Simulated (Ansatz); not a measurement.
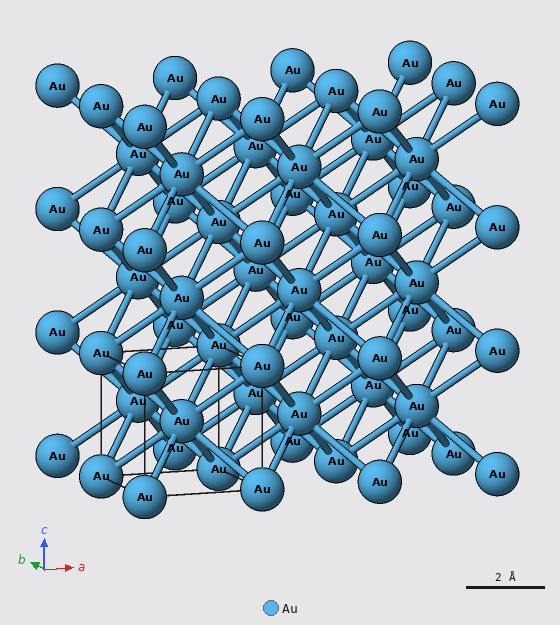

This is solid Au (set up in Im-3m). A ball-and-stick model of the conventional cell (2 times the calculation's cell), repeated 3 × 2 × 3 with one cell outlined, seen slightly off an axis. Lengths and directions refer to the drawn axes.

Method: Ansatz, DFT PBEsol, scalar-relativistic, plane waves, PAW. Settings: plane-wave cutoff 420 eV; k-point mesh 18 × 18 × 18; occupations gaussian; smearing width 0.1 eV; no spin polarisation.

Change: All lengths are scaled by +2.0 % (volume +6.0 %), the atoms keeping their fractional coordinates. No relaxation follows.

**What is the effect?**

The energy rises by 29.5 meV per atom. The pressure goes from 0.0 to −8.6 GPa. All forces vanish by symmetry. Near-neighbour distances before and after: Au–Au 2.808 → 2.863 Å. The space group stays Im-3m (No. 229).

Drawn alike, the variant:

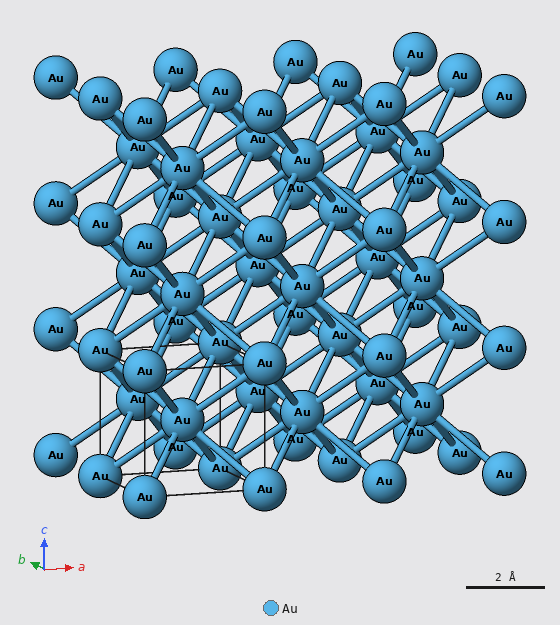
